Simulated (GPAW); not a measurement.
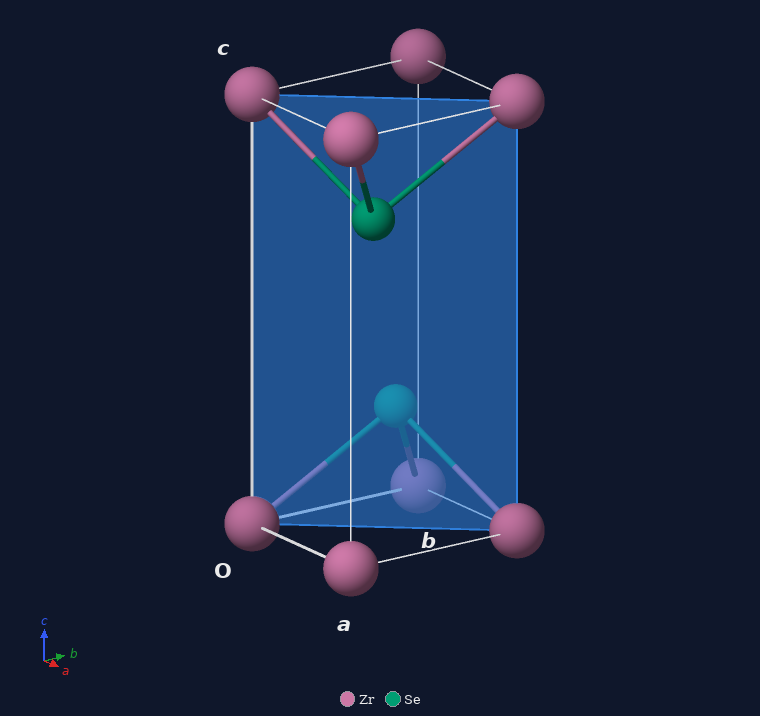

For ZrSe2, an entry of the Crystallography Open Database, as set up for an electronic-structure calculation: every member of one family of equally spaced planes, hx + ky + lz = a whole number, that cuts the unit cell is shaded (one member passes through the origin O). All values are computed from the atomic coordinates in the standard setting (tolerance 0.002 Å).

a = 3.798 Å, b = 3.798 Å, c = 6.192 Å, α = 90.00°, β = 90.00°, γ = 120.00°.

**Index the planes.**

(1 −1 0), in four indices (1 −1 0 0); the opposite sign names the same planes. The member next to the origin meets the axes a at 1, b at −1, c never.

**What is the spacing?**

d = 3.289 Å.

**Which atoms of the cell lie in these planes (within 0.03 Å)?**

The Zr atom.
